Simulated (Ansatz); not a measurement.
## Geometry relaxation of Ge$_{2}$H (part 1 of 2)

- system: Ge$_{2}$H (slab, 24 atoms in the cell)
- method: DFT PBE+D3(BJ), scalar-relativistic, plane waves, PAW, no spin polarisation (Ansatz 0.2.0)

The structure derives from an entry of the Crystallography Open Database. The input holds or restrains some coordinates. Forces given for the steps count only the free coordinates. It belongs to a series of runs on one base structure; here: clean slab, lower planes held.

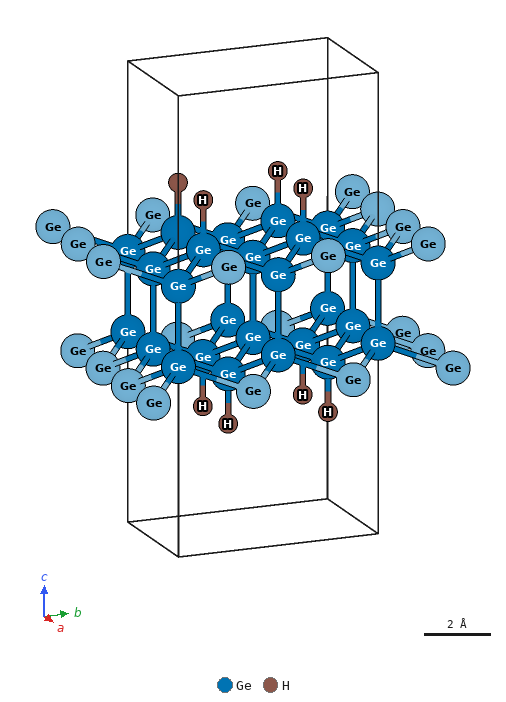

Fig. 1: The input geometry (ball-and-stick view of the cell of the calculation, with the vacuum cut short, seen slightly off an axis; neighbours outside the cell are drawn fainter). An atom can appear more than once, as a periodic image. Near neighbours in the periodic cell (some may lie outside the picture): Ge has 3 Ge at 2.47 Å and 1 H at 1.53 Å; Ge has 4 Ge at 2.47 Å; H has 1 Ge at 1.53 Å.

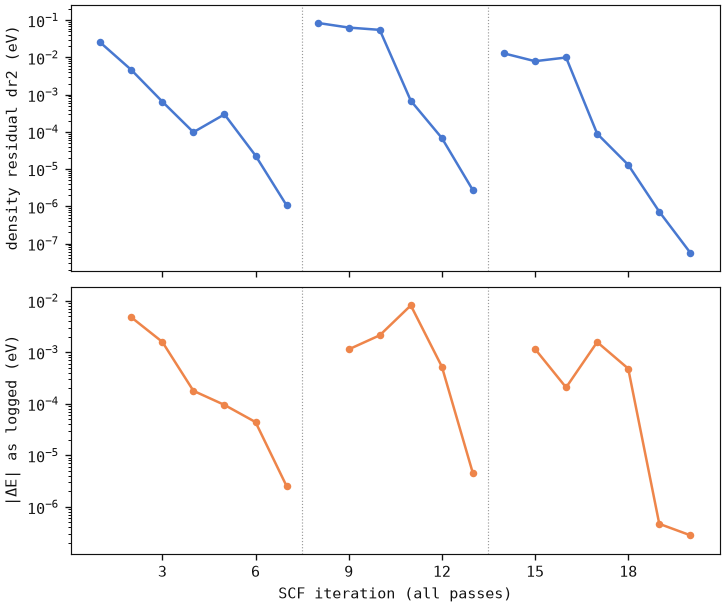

Fig. 2: Convergence of the self-consistent field: density residual dr2 and size of the energy change against the SCF iteration. The dotted lines part the SCF passes of the relaxation: geometry steps, rejected trials and re-solves on a re-selected basis. The passes take 7, 6 and 7 iterations.

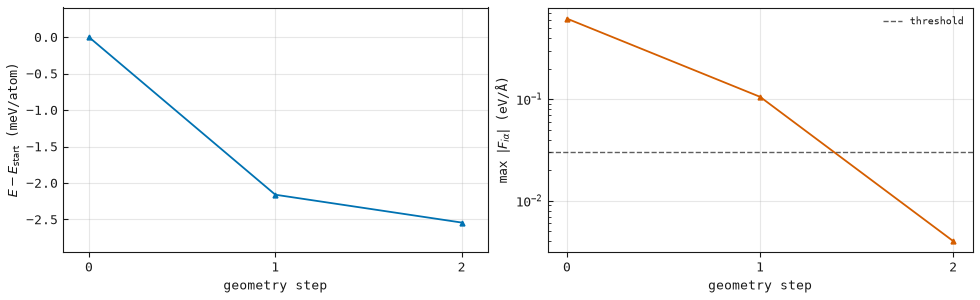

Fig. 3: Progress of the restrained relaxation, step by step (the first geometry is step 0 here and step 1 in the log).

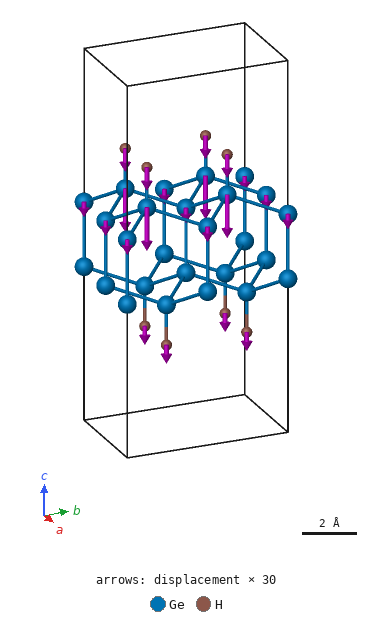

Fig. 4: The starting structure with the displacements as pink arrows, magnified 30 times (ball-and-stick view of the cell of the calculation, with the vacuum cut short, seen slightly off an axis). The energy falls by 2.5 meV per atom in 2 geometry steps. The largest force component goes from 0.62 to 0.004 eV/Å. The largest moves, 0.055 Å, are those of Ge13, Ge14, Ge15 and Ge16. By element the largest moves are Ge 0.055 Å, H 0.030 Å. The cell doesn't change. Distances before and after: Ge13–H21 1.530 → 1.555 Å, Ge1–H17 1.530 → 1.554 Å, Ge5–Ge11 2.468 → 2.448 Å, Ge10–Ge13 2.468 → 2.456 Å. (Atoms are counted from 1 in the order of the input.)

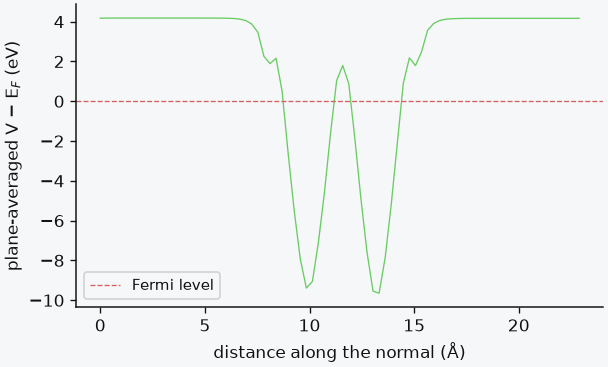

Fig. 5: Plane average of the electrostatic potential energy of an electron across the cell, from the Fermi level. The vacuum level lies 4.17 eV above the Fermi level.

The input and output of the run follow.

**Input**
```yaml
crystal:
  lattice:
    - [8.0601468066, 0.0, 0.0]
    - [-4.0300734033, 6.9802918927, 0.0]
    - [0.0, 0.0, 23.1731764433]
  atoms:
    - { symbol: Ge, position: [0.6666666667, 0.3333333333, 0.4112513459] }
    - { symbol: Ge, position: [0.6666666667, 0.8333333333, 0.4112513459] }
    - { symbol: Ge, position: [0.1666666667, 0.3333333333, 0.4112513459] }
    - { symbol: Ge, position: [0.1666666667, 0.8333333333, 0.4112513459] }
    - { symbol: Ge, position: [0.5, 0.5, 0.4467508075] }
    - { symbol: Ge, position: [0.5, 0.0, 0.4467508075] }
    - { symbol: Ge, position: [0.0, 0.5, 0.4467508075] }
    - { symbol: Ge, position: [0.0, 0.0, 0.4467508075] }
    - { symbol: Ge, position: [0.0, 0.5, 0.5532491925] }
    - { symbol: Ge, position: [0.0, 0.0, 0.5532491925] }
    - { symbol: Ge, position: [0.5, 0.5, 0.5532491925] }
    - { symbol: Ge, position: [0.5, 0.0, 0.5532491925] }
    - { symbol: Ge, position: [0.8333333333, 0.6666666667, 0.5887486541] }
    - { symbol: Ge, position: [0.8333333333, 0.1666666667, 0.5887486541] }
    - { symbol: Ge, position: [0.3333333333, 0.6666666667, 0.5887486541] }
    - { symbol: Ge, position: [0.3333333333, 0.1666666667, 0.5887486541] }
    - { symbol: H, position: [0.6666666667, 0.3333333333, 0.3452267331] }
    - { symbol: H, position: [0.6666666667, 0.8333333333, 0.3452267331] }
    - { symbol: H, position: [0.1666666667, 0.3333333333, 0.3452267331] }
    - { symbol: H, position: [0.1666666667, 0.8333333333, 0.3452267331] }
    - { symbol: H, position: [0.8333333333, 0.6666666667, 0.6547732669] }
    - { symbol: H, position: [0.8333333333, 0.1666666667, 0.6547732669] }
    - { symbol: H, position: [0.3333333333, 0.6666666667, 0.6547732669] }
    - { symbol: H, position: [0.3333333333, 0.1666666667, 0.6547732669] }
basis:
  ecutwfc: 420
kpoints:
  mp_grid: { grid: [3, 3, 1] }
hamiltonian:
  xc: pbe
  dispersion: d3bj
scf:
  occupations: { method: gaussian, width: 0.1 }
output:
  forces: true
  eigenvalues: true
relax:
  adjacent_minimum: "off"
  f_tol: 0.03
  max_steps: 70
  constraints: [{ sites: [0, 1, 2, 3, 4, 5, 6, 7] }]
efield:
  axis: 3
  dipole_correction: true
  ramp_width: 0.04
```

Launch command:
```bash
ansatz run input.yaml --threads 8 --pin off --max-ram 20480MiB --backend cpu --events-out ev --progress --plain --runs-dir out
```

**What the program printed**
```
Engine: ansatz 0.2.0, aarch64-unknown-linux-gnu
Pseudopotentials: kind: paw
Pseudopotential: Ge, paw, valence charge 14, recommended cutoff 420 eV (normal), Ge.paw.azcp
Pseudopotential: H, paw, valence charge 1, recommended cutoff 420 eV (normal), H.paw.azcp
Functional definition: PBE
  parameter kappa = 0.804
  parameter beta = 0.06672455060314922
  exchange = pbe_x(kappa = kappa, mu = beta*pi^2/3)
  correlation = pbe_c(beta = beta)
Crystal: 24 atoms, lattice volume = 1303.773 Å³
Basis set: ecut = 420 eV, 25511 PW (Γ), exchange–correlation on 108×108×320 points (8 copies of the dense FFT grid, shifted against one another)
Bands: 140, of which v1, the nominal top of the filled ones, is band 116 counted from 1 (115 counted from 0)
Symmetry: 24 space group operations
k-points: 3 of 9 (time reversal used)
Non-local potential: Ge, projectors of the file, l = 0: 2, l = 1: 2, l = 2: 3, l = 3: 1
Non-local potential: H, projectors of the file, l = 0: 2, l = 1: 1
PAW form: soft (Blöchl's): semilocal exchange-correlation on the pseudo side does not see the compensation charge
PAW one-centre angular grid: Ge, 590 points (default); XC on 64 Gauss nodes
PAW one-centre angular grid: H, 110 points (default); XC on 64 Gauss nodes
Initial density: superposition of atomic densities (neutral atoms: chi_scale 0, normalization atom), corrected by the library's trained network
Initial wavefunctions: pseudopotential atomic-orbital guess
Functional: x = pbe(κ = 0.804, μ = 0.2195149727645171), c = pbe(β = 0.06672455060314922)
SCF iter   1: F=—  HF=-68848.087874 eV  |F-HF|=—  |Δ(HF+E_count)|=         —  Δρ=1.06e-3  dr2=2.54e-2  ethr=1.77e-3  p=0.000 e·Å  D=1.26e-14 V/Å  ΔV_dip=-0.00 eV  dr2_dipole=2.36e-8  V_vac-E_F(+/−)=4.27/4.27 eV  ⟨swp⟩=6.3  Hψ=1575  notcnv=0  defer=2
efield: sawtooth ramp at fractional position 0.9800 (placed from the atoms, in the widest stretch of the axis that holds none; the zero of the levels goes with the place), width 0.0400; the density the first Hamiltonian is built on has a dipole p = 0.000 e·Å; the dipole correction subtracts the counter field D = 1.26e-14 V/Å, which shifts the + side's vacuum level by -0.00 eV against the − side's; the planar-averaged density in the ramp window peaks in size at 2.2e-5 e/Å³
preconditioner: auto → Resta (q_TF=auto, 2.046 Å⁻¹)  ε∞=1.5  [insulator: Δε(μ)=0.748 eV  Ē_g=21.796 eV  σ=0.100 eV  W_gap=1.00  n_scr=188 (ndim 8)  ℏωp=15.7 eV  f_vac=0.652  D(μ)=0.00/eV (n_scr^D=0)  ε∞_Penn≈1.5  vacuum switching on, ρ_ref=3.4e-2 e/Å³]
SCF iter   2: F=—  HF=-68848.083096 eV  |F-HF|=—  |Δ(HF+E_count)|=   4.78e-3  Δρ=4.82e-4  dr2=4.65e-3  ethr=1.10e-5  p=-0.000 e·Å  D=-2.85e-5 V/Å  ΔV_dip=0.00 eV  dr2_dipole=1.97e-7  V_vac-E_F(+/−)=4.15/4.15 eV  ⟨swp⟩=2.0  Hψ=831  notcnv=0  defer=2
SCF iter   3: F=—  HF=-68848.084682 eV  |F-HF|=—  |Δ(HF+E_count)|=   1.59e-3  Δρ=2.13e-4  dr2=6.53e-4  ethr=2.01e-6  p=0.001 e·Å  D=9.50e-5 V/Å  ΔV_dip=-0.00 eV  dr2_dipole=2.17e-6  V_vac-E_F(+/−)=4.09/4.10 eV  ⟨swp⟩=2.0  Hψ=720  notcnv=0  defer=2
SCF iter   4: F=—  HF=-68848.084861 eV  |F-HF|=—  |Δ(HF+E_count)|=   1.79e-4  Δρ=7.34e-5  dr2=9.86e-5  ethr=2.81e-7  p=-0.001 e·Å  D=-1.71e-4 V/Å  ΔV_dip=0.00 eV  dr2_dipole=7.01e-6  V_vac-E_F(+/−)=4.07/4.06 eV  ⟨swp⟩=2.0  Hψ=720  notcnv=0  defer=2
SCF iter   5: F=—  HF=-68848.084956 eV  |F-HF|=—  |Δ(HF+E_count)|=   9.53e-5  Δρ=4.66e-5  dr2=2.97e-4  ethr=4.25e-8  p=0.004 e·Å  D=6.13e-4 V/Å  ΔV_dip=-0.01 eV  dr2_dipole=8.74e-5  V_vac-E_F(+/−)=4.06/4.07 eV  ⟨swp⟩=2.3  Hψ=721  notcnv=0  defer=2  recentre
SCF iter   6: F=—  HF=-68848.084912 eV  |F-HF|=—  |Δ(HF+E_count)|=   4.43e-5  Δρ=1.67e-5  dr2=2.32e-5  ethr=4.25e-8  p=-0.001 e·Å  D=-1.79e-4 V/Å  ΔV_dip=0.00 eV  dr2_dipole=7.36e-6  V_vac-E_F(+/−)=4.06/4.06 eV  ⟨swp⟩=2.0  Hψ=441  notcnv=0  defer=2
SCF iter   7: F=-68848.084912 eV  HF=-68848.084909 eV  |F-HF|=2.06e-6  |Δ(HF+E_count)|=   2.54e-6  Δρ=8.35e-6  dr2=1.07e-6  ethr=9.70e-9  p=0.000 e·Å  D=1.36e-5 V/Å  ΔV_dip=-0.00 eV  dr2_dipole=4.28e-8  V_vac-E_F(+/−)=4.06/4.06 eV  ⟨swp⟩=12.0  Hψ=1695  notcnv=0
SCF 1 converged in 7 iterations: F = -68848.084912 eV  dr2 = 1.07e-6
  greatest PAW one-centre occupation: 0.998 electrons in one spin orbital (limit 2), on the Ge atom at site 3 (counted from 0), in its partial waves of l = 2
relax step   1: F+E_penalty+E_count = -68848.08491154 eV  Δ(F+E_penalty+E_count) = +0.000e0 eV  max|allowed force component| = 6.213e-1 eV/Å  Δτ_max = 0.0000 Å  (7 SCF iters, dr2 threshold 2.25e-5 eV, accepted)
Initial density: handed on by an earlier stage of this run
Initial wavefunctions: those handed on with the density
iter 1 solved again at ethr=3.57e-5 eV; its pass at ethr=3.10e-3 eV (dr2=8.28e-2 eV) is discarded
SCF iter   1: F=—  HF=-68848.148690 eV  |F-HF|=—  |Δ(HF+E_count)|=         —  Δρ=3.21e-3  dr2=8.49e-2  ethr=3.57e-5  p=0.000 e·Å  D=1.49e-5 V/Å  ΔV_dip=-0.00 eV  dr2_dipole=5.80e-3  V_vac-E_F(+/−)=4.14/4.14 eV  ⟨swp⟩=2.0  Hψ=1237  notcnv=0  defer=45
efield: sawtooth ramp at fractional position 0.9800 (handed on by an earlier solve), width 0.0400; the density the first Hamiltonian is built on has a dipole p = 0.000 e·Å; the dipole correction subtracts the counter field D = 1.49e-5 V/Å, which shifts the + side's vacuum level by -0.00 eV against the − side's; the planar-averaged density in the ramp window peaks in size at 1.3e-5 e/Å³
preconditioner: auto → Resta (q_TF=auto, 2.046 Å⁻¹)  ε∞=1.5  [insulator: Δε(μ)=0.665 eV  Ē_g=21.825 eV  σ=0.100 eV  W_gap=1.00  n_scr=188 (ndim 8)  ℏωp=15.7 eV  f_vac=0.653  D(μ)=0.00/eV (n_scr^D=0)  ε∞_Penn≈1.5  vacuum switching on, ρ_ref=3.5e-2 e/Å³]
SCF iter   2: F=—  HF=-68848.147553 eV  |F-HF|=—  |Δ(HF+E_count)|=   1.14e-3  Δρ=1.38e-3  dr2=6.37e-2  ethr=3.57e-5  p=0.101 e·Å  D=1.40e-2 V/Å  ΔV_dip=-0.32 eV  dr2_dipole=2.26e-2  V_vac-E_F(+/−)=4.00/4.32 eV  ⟨swp⟩=2.0  Hψ=455  notcnv=0  defer=45
SCF iter   3: F=—  HF=-68848.145414 eV  |F-HF|=—  |Δ(HF+E_count)|=   2.14e-3  Δρ=1.28e-3  dr2=5.52e-2  ethr=2.74e-5  p=-0.040 e·Å  D=-5.56e-3 V/Å  ΔV_dip=0.13 eV  dr2_dipole=1.73e-2  V_vac-E_F(+/−)=4.24/4.11 eV  ⟨swp⟩=2.3  Hψ=480  notcnv=0  defer=45
SCF iter   4: F=—  HF=-68848.137282 eV  |F-HF|=—  |Δ(HF+E_count)|=   8.13e-3  Δρ=2.22e-4  dr2=6.89e-4  ethr=2.38e-5  p=0.017 e·Å  D=2.38e-3 V/Å  ΔV_dip=-0.06 eV  dr2_dipole=3.00e-5  V_vac-E_F(+/−)=4.19/4.24 eV  ⟨swp⟩=2.0  Hψ=421  notcnv=0  defer=45
SCF iter   5: F=—  HF=-68848.136756 eV  |F-HF|=—  |Δ(HF+E_count)|=   5.27e-4  Δρ=7.62e-5  dr2=6.87e-5  ethr=2.97e-7  p=0.012 e·Å  D=1.68e-3 V/Å  ΔV_dip=-0.04 eV  dr2_dipole=3.66e-7  V_vac-E_F(+/−)=4.19/4.23 eV  ⟨swp⟩=2.0  Hψ=499  notcnv=0  defer=45
SCF iter   6: F=-68848.136761 eV  HF=-68848.136760 eV  |F-HF|=1.00e-6  |Δ(HF+E_count)|=   4.48e-6  Δρ=1.72e-5  dr2=2.72e-6  ethr=1.04e-8  p=0.010 e·Å  D=1.35e-3 V/Å  ΔV_dip=-0.03 eV  dr2_dipole=1.28e-7  V_vac-E_F(+/−)=4.19/4.23 eV  ⟨swp⟩=11.0  Hψ=1761  notcnv=0
SCF 2 converged in 6 iterations: F = -68848.136761 eV  dr2 = 2.72e-6
  greatest PAW one-centre occupation: 0.998 electrons in one spin orbital (limit 2), on the Ge atom at site 15 (counted from 0), in its partial waves of l = 2
relax step   2: F+E_penalty+E_count = -68848.13676111 eV  Δ(F+E_penalty+E_count) = -5.185e-2 eV  max|allowed force component| = 1.055e-1 eV/Å  Δτ_max = 0.0806 Å  (6 SCF iters, dr2 threshold 2.41e-5 eV, accepted)
SCF iter   1: F=—  HF=-68848.148941 eV  |F-HF|=—  |Δ(HF+E_count)|=         —  Δρ=1.20e-3  dr2=1.29e-2  ethr=5.53e-5  p=0.010 e·Å  D=1.35e-3 V/Å  ΔV_dip=-0.03 eV  dr2_dipole=7.17e-4  V_vac-E_F(+/−)=4.16/4.19 eV  ⟨swp⟩=2.3  Hψ=644  notcnv=0  defer=45
efield: sawtooth ramp at fractional position 0.9800 (handed on by an earlier solve), width 0.0400; the density the first Hamiltonian is built on has a dipole p = 0.010 e·Å; the dipole correction subtracts the counter field D = 1.35e-3 V/Å, which shifts the + side's vacuum level by -0.03 eV against the − side's; the planar-averaged density in the ramp window peaks in size at 1.6e-5 e/Å³
preconditioner: auto → Resta (q_TF=auto, 2.046 Å⁻¹)  ε∞=1.5  [insulator: Δε(μ)=0.670 eV  Ē_g=21.808 eV  σ=0.100 eV  W_gap=1.00  n_scr=188 (ndim 8)  ℏωp=15.7 eV  f_vac=0.650  D(μ)=0.00/eV (n_scr^D=0)  ε∞_Penn≈1.5  vacuum switching on, ρ_ref=3.4e-2 e/Å³]
SCF iter   2: F=—  HF=-68848.147781 eV  |F-HF|=—  |Δ(HF+E_count)|=   1.16e-3  Δρ=5.20e-4  dr2=7.96e-3  ethr=5.56e-6  p=-0.026 e·Å  D=-3.61e-3 V/Å  ΔV_dip=0.08 eV  dr2_dipole=2.67e-3  V_vac-E_F(+/−)=4.23/4.15 eV  ⟨swp⟩=2.0  Hψ=554  notcnv=0  defer=45
SCF iter   3: F=—  HF=-68848.147989 eV  |F-HF|=—  |Δ(HF+E_count)|=   2.08e-4  Δρ=4.53e-4  dr2=1.00e-2  ethr=3.43e-6  p=0.029 e·Å  D=3.99e-3 V/Å  ΔV_dip=-0.09 eV  dr2_dipole=3.44e-3  V_vac-E_F(+/−)=4.14/4.23 eV  ⟨swp⟩=2.0  Hψ=436  notcnv=0  defer=45
SCF iter   4: F=—  HF=-68848.146406 eV  |F-HF|=—  |Δ(HF+E_count)|=   1.58e-3  Δρ=9.11e-5  dr2=8.97e-5  ethr=3.43e-6  p=0.001 e·Å  D=1.93e-4 V/Å  ΔV_dip=-0.00 eV  dr2_dipole=9.03e-6  V_vac-E_F(+/−)=4.18/4.18 eV  ⟨swp⟩=2.0  Hψ=434  notcnv=0  defer=45
SCF iter   5: F=—  HF=-68848.145923 eV  |F-HF|=—  |Δ(HF+E_count)|=   4.83e-4  Δρ=3.36e-5  dr2=1.31e-5  ethr=3.87e-8  p=0.004 e·Å  D=5.29e-4 V/Å  ΔV_dip=-0.01 eV  dr2_dipole=1.82e-8  V_vac-E_F(+/−)=4.17/4.18 eV  ⟨swp⟩=2.0  Hψ=494  notcnv=0  defer=45
SCF iter   6: F=—  HF=-68848.145922 eV  |F-HF|=—  |Δ(HF+E_count)|=   4.70e-7  Δρ=7.95e-6  dr2=7.23e-7  ethr=5.63e-9  p=0.005 e·Å  D=6.41e-4 V/Å  ΔV_dip=-0.01 eV  dr2_dipole=2.81e-9  V_vac-E_F(+/−)=4.17/4.18 eV  ⟨swp⟩=2.0  Hψ=480  notcnv=0  defer=45
SCF iter   7: F=-68848.145923 eV  HF=-68848.145922 eV  |F-HF|=1.24e-7  |Δ(HF+E_count)|=   2.82e-7  Δρ=2.56e-6  dr2=5.69e-8  ethr=4.31e-11  p=0.005 e·Å  D=6.71e-4 V/Å  ΔV_dip=-0.02 eV  dr2_dipole=1.75e-11  V_vac-E_F(+/−)=4.17/4.18 eV  ⟨swp⟩=10.0  Hψ=2068  notcnv=0
SCF 3 converged in 7 iterations: F = -68848.145923 eV  dr2 = 5.69e-8
relax step   3: F+E_penalty+E_count = -68848.14592251 eV  Δ(F+E_penalty+E_count) = -9.161e-3 eV  max|allowed force component| = 4.011e-3 eV/Å  Δτ_max = 0.0318 Å  (7 SCF iters, accepted)
SCF converged after 7 iterations
Free energy (F): -68848.145923 eV
Harris-Foulkes:  -68848.145922 eV  (|F-HF|=1.24e-7)
Internal energy: -68848.145922 eV  (E = F + TS)
E sigma→0 (E₀):  -68848.145922 eV
Entropy (-TS):   -0.000000 eV (-0.000 meV/atom)
Fermi energy:    -0.513285 eV
Dipole field:    D = 0.000673 V/Å  (p = 0.004851 e·Å, saw-weighted, corrected)
Work function:   Φ+ = 4.1676 eV   Φ− = 4.1832 eV
Levels:          The Fermi level and band energies are counted from a zero that moves with the ramp; work functions are not
```
